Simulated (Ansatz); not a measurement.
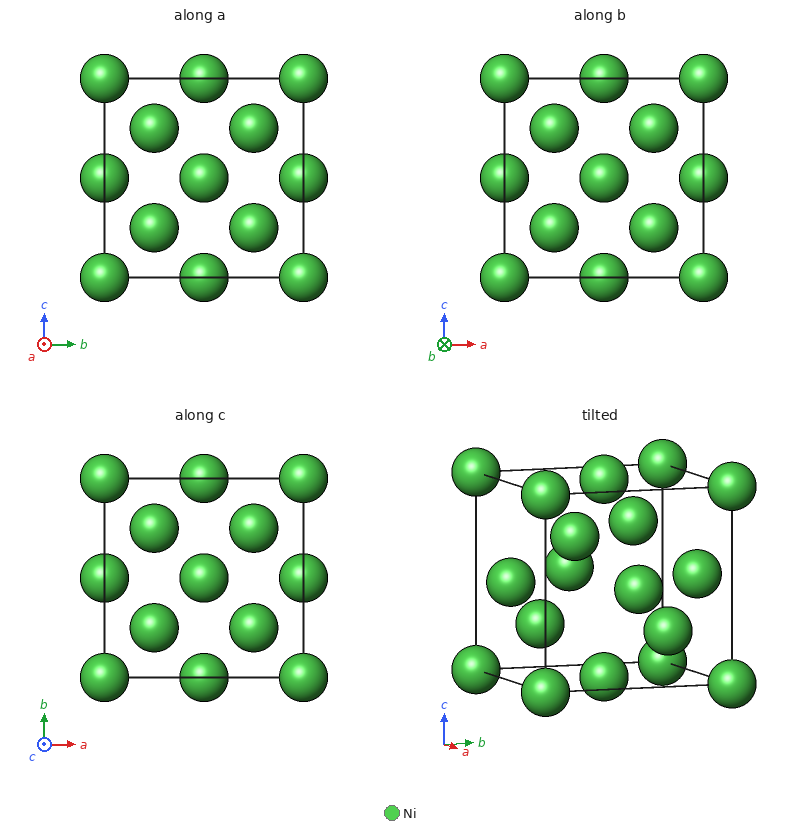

Drawn in the spheres-only manner and seen along the a axis, along the b axis, along the c axis and slightly off an axis. The conventional unit cell is drawn as a box.

Lattice parameters: a = 4.958 Å, b = 4.958 Å, c = 4.958 Å, α = 90.00°, β = 90.00°, γ = 90.00°.

Question: Set out the cell and atoms as a table of Wyckoff sites.

Answer: Space group Fd-3m:1 (No. 227).
```csv
atom,site,x,y,z
Ni,8a,0.2500,0.7500,0.7500
```

The cell started as a structure type filled with this element by a generator (whether the element takes this form wasn't checked). Earlier steps of the study may have refined or changed the cell and positions. An electronic-structure calculation with Ansatz was run on it.

At this level of theory the cell isn't at rest (compressed, at 4 GPa), so its distances can differ from those at equilibrium, the more so the softer the solid.
